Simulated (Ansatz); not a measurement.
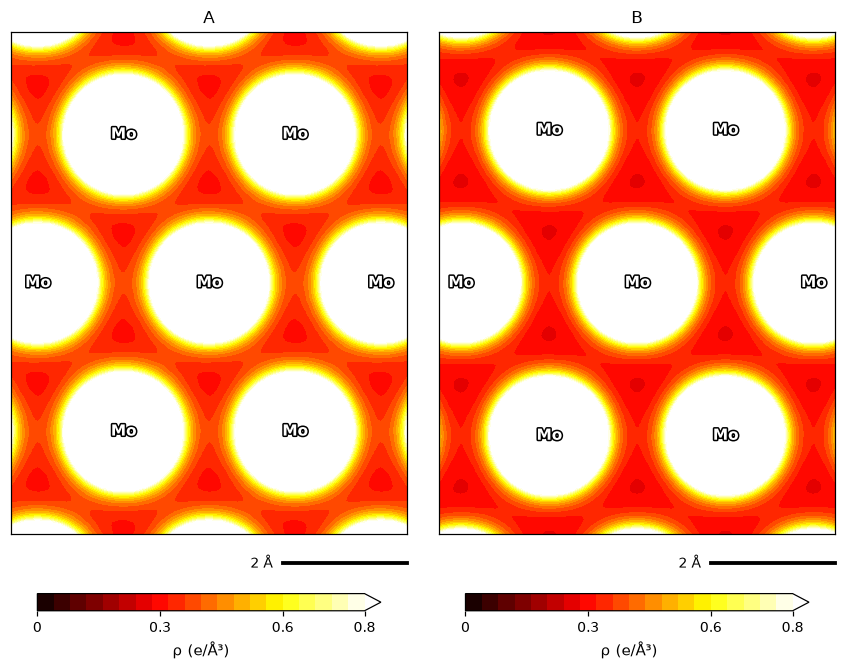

Mo. The valence pseudo-density of two cells that differ in size, on the (001) plane of each (indices in the axes of the calculation cell), at one length scale and on one colour scale; one has 14.8 and the other 16.0 Å³ an atom.

Method: Ansatz, DFT, PBE, plane waves (420 eV) with PAW, scalar-relativistic.

Q: Which is the denser cell? Describe the effect of the change.

A: Panel A is the smaller cell, by 8 % in volume. From the larger cell to the smaller, Mo–Mo goes from 2.83 to 2.75 Å, and the density at its midpoint from 0.32 to 0.36 e/Å³; the pressure goes from 0.3 to 24 GPa.
